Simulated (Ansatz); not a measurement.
System: Rh, space group Im-3m (No. 229) (one of a set of cubic test structures, which need not be the stable phase).

One of the inputs:
```
crystal:
  lattice:
    - [-1.535406916774, 1.535406916774, 1.535406916774]
    - [1.535406916774, -1.535406916774, 1.535406916774]
    - [1.535406916774, 1.535406916774, -1.535406916774]
  atoms:
    - { symbol: Rh, position: [0, 0, 0] }
kpoints:
  mp_grid: { grid: [50, 50, 50] }
hamiltonian:
  xc: pbe
  pseudopotentials: { kind: paw }
scf:
  occupations: { method: fermi_dirac, width: 0.061225619053 }
output:
  forces: true
  stress: true
```

Run as:
```bash
ansatz run input.yaml --threads 2
```

Computed with Ansatz 0.2.0 development build: equation of state of a cubic crystal from periodic Kohn-Sham density functional theory without spin, third-order Birch-Murnaghan fit to the free energies; pressure corrected for the finite basis. Level: PBE.

- structure type: bcc
- atoms in cell: 1
- space group number: 229
- lattice centring: body-centred primitive
- k mesh: 50×50×50
- occupation method: Fermi–Dirac
- occupation width: 0.06123 eV
- wave cutoff: 420 eV
- datasets: soft-1 PAW
- density tolerance: 1e−07 eV
- bands: 13
- density cutoff ratio: 4
- search for lower states: default

What does the calculation give for the energy above the lowest point and pressure against volume? The volume takes the values 13.61, 13.90, 14.19, 14.48, 14.77, 15.06, 15.35 Å³/atom.

A third-order Birch–Murnaghan fit gives V0 = 14.48 Å³/atom, B0 = 233 GPa and B′ = 5.2. The energy above the lowest point is 43.0 meV/atom at volume 13.61 Å³/atom and 33.5 meV/atom at 15.35 Å³/atom; the lowest computed point is at volume 14.48 Å³/atom (0.0 meV/atom), in a single well. The pressure falls from 16.9 GPa at volume 13.61 Å³/atom to −11.7 GPa at 15.35 Å³/atom, and changes sign near 14.48 Å³/atom.

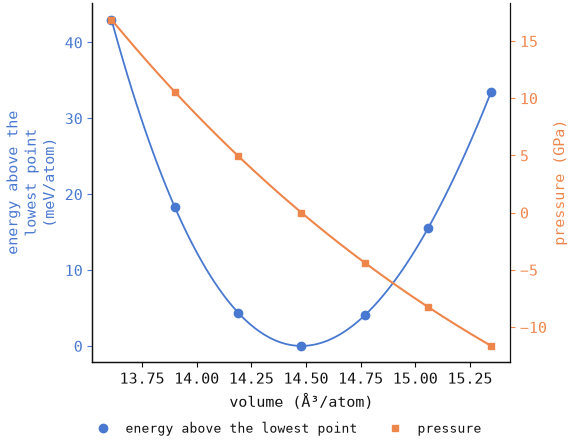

Caveats: cubic model structure, not the ambient form; no spin polarisation, a magnetic state may lie lower.
